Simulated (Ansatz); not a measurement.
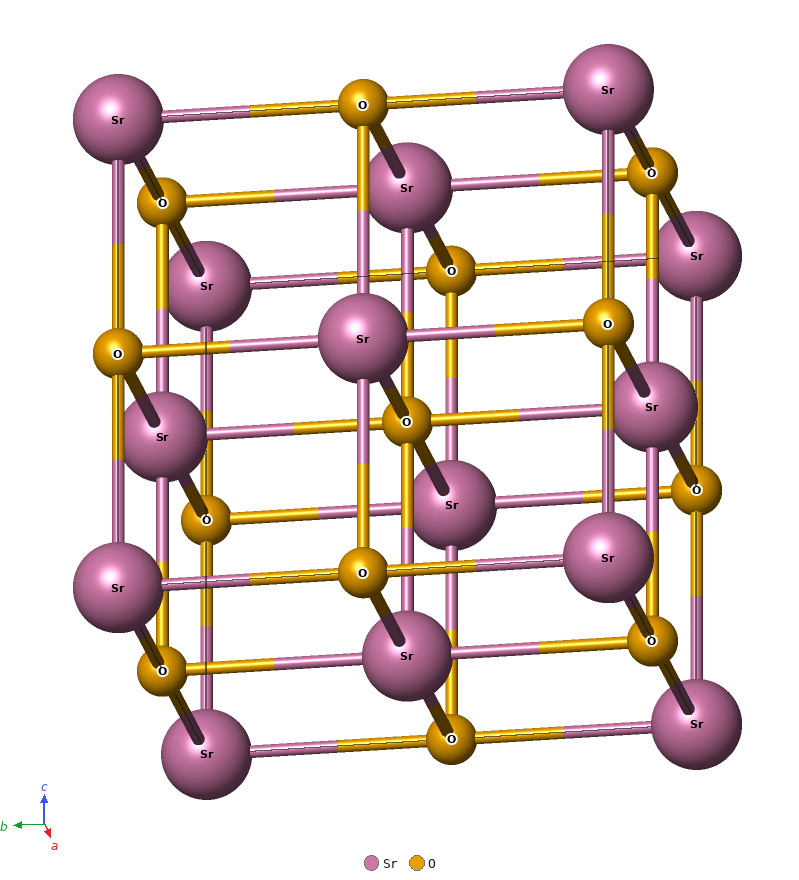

Crystal structure, ball-and-stick style, seen from a general direction. The outline marks the conventional unit cell.

SrO, space group Fm-3m (No. 225), a = 5.16 Å, b = 5.16 Å, c = 5.16 Å, α = 90.00°, β = 90.00°, γ = 90.00°.

All computed values are from Ansatz, DFT, PBE0, plane waves, PAW. Settings: 420 eV cutoff, k-points about 0.35 Å⁻¹ apart, no spin polarisation.

Does it come out as a metal, or with a gap?

An insulator at this level, with a gap of 5.53 eV, indirect; the smallest direct gap is 5.63 eV.

Under what pressure is the structure?

The computed pressure is -0.4 GPa (stretched: it would shrink).

Its origin is a structure type filled with these elements by a generator (whether the compound takes this form wasn't checked). Earlier steps of the study may have refined or changed the cell and positions. An electronic-structure calculation with Ansatz was run on it.
